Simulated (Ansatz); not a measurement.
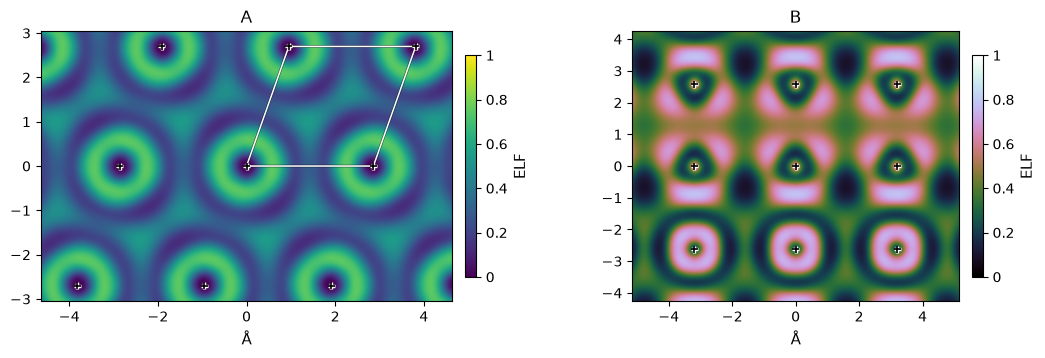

The ELF of 2 systems, each on a plane through atoms (crosses mark nuclei in the plane).

The calculation used Ansatz, DFT r2SCAN, scalar-relativistic, plane waves, PAW.

System 1: Si$_{2}$Mo, the (010) plane of the conventional cell. Space group I4/mmm; computed without spin polarisation.

```
Si Mo
1.0
     3.20175    0.00000    0.00000
     0.00000    3.20175    0.00000
     0.00000    0.00000    7.81867
Si Mo
4 2
Direct
  0.00000 0.00000 0.33529
  0.50000 0.50000 0.83529
  0.00000 0.00000 0.66471
  0.50000 0.50000 0.16471
  0.00000 0.00000 0.00000
  0.50000 0.50000 0.50000
```

System 2: Ta, the (001) plane of the conventional cell. Space group P-1; not relaxed (largest force 0.5 eV/Å).

```xyz
4
Lattice="1.6523 -1.6523 1.6523 -1.6523 -1.6523 1.6523 0.1652 -6.7744 -6.4439" Properties=species:S:1:pos:R:3 pbc="T T T"
Ta    0.0826   -3.3872    1.7349
Ta    0.0826   -6.6918   -4.8742
Ta    0.0826   -6.6918   -1.5697
Ta    0.0826   -3.3872   -1.5697
```

**Match each panel to its system.**

Panel A is system 2, Ta: the plane holds Ta. Ta–Ta (2.86 Å): the ELF is about 0.30 at the midpoint; no localised pair shows between them. Panel B is system 1, Si$_{2}$Mo: the plane holds Si and Mo. Si–Mo (2.62 Å): the ELF peaks at about 0.80 in the valence shell of Si, 0.9 Å from its nucleus, and is about 0.40 at the midpoint.
